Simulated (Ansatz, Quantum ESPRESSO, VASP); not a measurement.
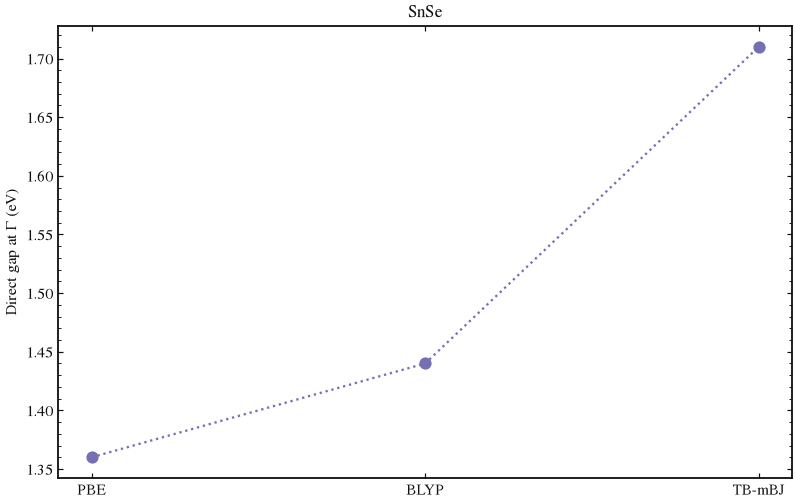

Direct gap at Γ, by several methods on one cell of SnSe, space group Pnma, 8 atoms in the cell; a = 11.42 Å, b = 4.19 Å, c = 4.46 Å, α = 90.00°, β = 90.00°, γ = 90.00°. All runs are without spin-orbit coupling and carry no moments. The smallest gap is indirect or lies off these points.

| method | program | Γ (eV) |
| --- | --- | --- |
| PBE | Ansatz | 1.36 |
| BLYP | Ansatz | 1.44 |
| TB-mBJ | VASP | 1.71 |

What does r2SCAN give? It was run as: r2SCAN, SG15 PBE 1.2, 3×5×5 k mesh, 952 eV cutoff, Fermi-Dirac smearing of 0.05 eV (Quantum ESPRESSO 7.5).

r2SCAN gives 1.53 eV at Γ, which is +0.17 eV from PBE at Γ.

How do the methods rank at Γ?

From low to high: PBE 1.36, BLYP 1.44, r2SCAN 1.53, TB-mBJ 1.71 eV. Too close to rank are BLYP against r2SCAN (different programs, potentials, meshes and cutoffs).

Settings. PBE: Ansatz PAW, 3×6×6 k mesh, 420 eV cutoff, Fermi-Dirac smearing of 0.05 eV (Ansatz 0.2.0). BLYP: Ansatz PAW, 3×6×6 k mesh, 420 eV cutoff, Fermi-Dirac smearing of 0.05 eV (Ansatz). TB-mBJ: VASP PAW PBE potentials, release 64 (Sn_d, Se), 3×6×6 k mesh, 520 eV cutoff, Fermi-Dirac smearing of 0.05 eV (VASP 6.6.1).

These are four of the 15 methods that were run on this cell. Runs that lie over 0.07 eV from the median of the programs for their method weren't drawn. The runs come from different programs and meshes, which adds differences of its own. Spin-orbit coupling is left out, which matters for Sn and Se. LDA, GGA and most meta-GGA functionals understate gaps. BLYP and TB-mBJ: the PAW data sets were made with another functional. r2SCAN: the potentials were made for another functional. TB-mBJ: this is a model potential built to give gaps, with no total energy. Over all k points computed the smallest gap is 0.54 eV in PBE, 0.66 eV in BLYP, 0.90 eV in r2SCAN and 0.92 eV in TB-mBJ, and such a mesh can miss a smaller one.
